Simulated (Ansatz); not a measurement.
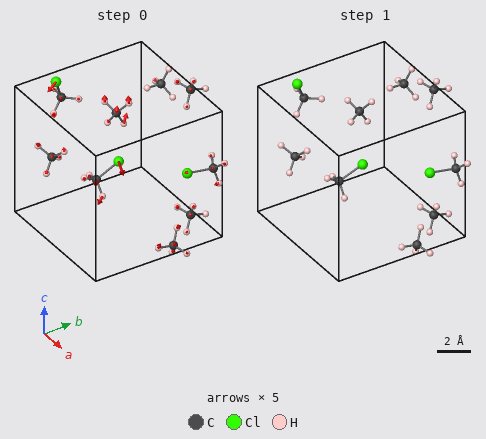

The structure of an amorphous cell of composition H$_{29}$C$_{8}$Cl$_{3}$ before (left) and after (right) a relaxation, at one scale. The red arrows give the displacements, 5 times their true length.

The picture is a ball-and-stick view of the cell of the calculation (origin shifted), seen from a free direction.

The cell holds 3 CH3Cl + 5 CH4. The run prepares the start of a later molecular dynamics calculation, from a guessed geometry.

The calculation used Ansatz 0.2.0, DFT r2SCAN-D3(BJ), scalar-relativistic, plane waves, PAW.

The input:
```yaml
crystal:
  lattice:
    - [9.158906, 0.0, 0.0]
    - [0.0, 9.158906, 0.0]
    - [0.0, 0.0, 9.158906]
  atoms:
    - { symbol: C, position: [0.9211581, 0.9416293, 0.9154217] }
    - { symbol: Cl, position: [0.9714381, 1.0845452, 1.0366844] }
    - { symbol: H, position: [0.8083874, 0.9576474, 0.8816432] }
    - { symbol: H, position: [0.9927812, 0.9445044, 0.8206765] }
    - { symbol: H, position: [0.9323563, 0.837608, 0.9717153] }
    - { symbol: C, position: [0.4514332, 0.5261393, 0.0928573] }
    - { symbol: Cl, position: [0.4299548, 0.3339423, 0.108878] }
    - { symbol: H, position: [0.5366911, 0.5617398, 0.1675467] }
    - { symbol: H, position: [0.4818096, 0.5523254, -0.0189744] }
    - { symbol: H, position: [0.3485926, 0.578835, 0.1204571] }
    - { symbol: C, position: [0.5069771, 0.9284101, 0.3461327] }
    - { symbol: Cl, position: [0.5540136, 0.8569292, 0.5203043] }
    - { symbol: H, position: [0.38995, 0.9486681, 0.3431223] }
    - { symbol: H, position: [0.566268, 1.0299015, 0.3288447] }
    - { symbol: H, position: [0.5366961, 0.8492383, 0.2626857] }
    - { symbol: C, position: [0.7738615, 0.5458326, 0.3821126] }
    - { symbol: H, position: [0.7858283, 0.6000252, 0.4873484] }
    - { symbol: H, position: [0.7857819, 0.4283275, 0.3964334] }
    - { symbol: H, position: [0.8575793, 0.5853727, 0.3073963] }
    - { symbol: H, position: [0.6662564, 0.5696048, 0.3372724] }
    - { symbol: C, position: [0.5067851, 0.8541256, 0.8946978] }
    - { symbol: H, position: [0.589884, 0.8991967, 0.966932] }
    - { symbol: H, position: [0.4254071, 0.796078, 0.9592169] }
    - { symbol: H, position: [0.5576137, 0.7787979, 0.8179072] }
    - { symbol: H, position: [0.4542355, 0.9424298, 0.8347351] }
    - { symbol: C, position: [0.9182534, 0.1001873, 0.3896726] }
    - { symbol: H, position: [0.9219509, 0.1573766, 0.2854117] }
    - { symbol: H, position: [0.9722422, 0.1658875, 0.4728791] }
    - { symbol: H, position: [0.9739103, -0.0044708, 0.379493] }
    - { symbol: H, position: [0.8049102, 0.0819558, 0.4209064] }
    - { symbol: C, position: [0.4484266, 0.2136793, 0.5873518] }
    - { symbol: H, position: [0.3861541, 0.24242, 0.4901369] }
    - { symbol: H, position: [0.5618655, 0.2465153, 0.5729282] }
    - { symbol: H, position: [0.443062, 0.0960787, 0.6045543] }
    - { symbol: H, position: [0.4026247, 0.2697033, 0.6817876] }
    - { symbol: C, position: [0.1332017, 0.5504288, 0.5353702] }
    - { symbol: H, position: [0.188483, 0.5347011, 0.6395395] }
    - { symbol: H, position: [0.1383961, 0.6652517, 0.5046562] }
    - { symbol: H, position: [0.019414, 0.5171793, 0.5454422] }
    - { symbol: H, position: [0.1865138, 0.4845832, 0.451843] }
basis:
  ecutwfc: 500.0
kpoints:
  mp_grid: { grid: [1, 1, 1] }
hamiltonian:
  xc: r2scan
  dispersion: d3bj
scf:
  occupations: { method: fermi_dirac, width: 0.02 }
  lower_state_search: "off"
relax:
  f_tol: 0.3
  max_steps: 15
  adjacent_minimum: "off"
```

Launched with:
```bash
ansatz run input.yaml --threads 1 --pin off --max-ram 3072MiB --backend cpu --events-out ev --progress --plain --runs-dir out
```

Question: Describe what moved and what it gained.

Answer: After 1 geometry step the energy has fallen by 3.5 meV per atom. The largest force component goes from 0.32 to 0.17 eV/Å. The atom that moves furthest is Cl2 (0.20 Å roughly along [1 0 −2]). Largest moves by element: Cl 0.20 Å, H 0.14 Å, C 0.10 Å. The cell doesn't change. Near-neighbour distances that change, for instance: C11–Cl12 1.777 → 1.784 Å.
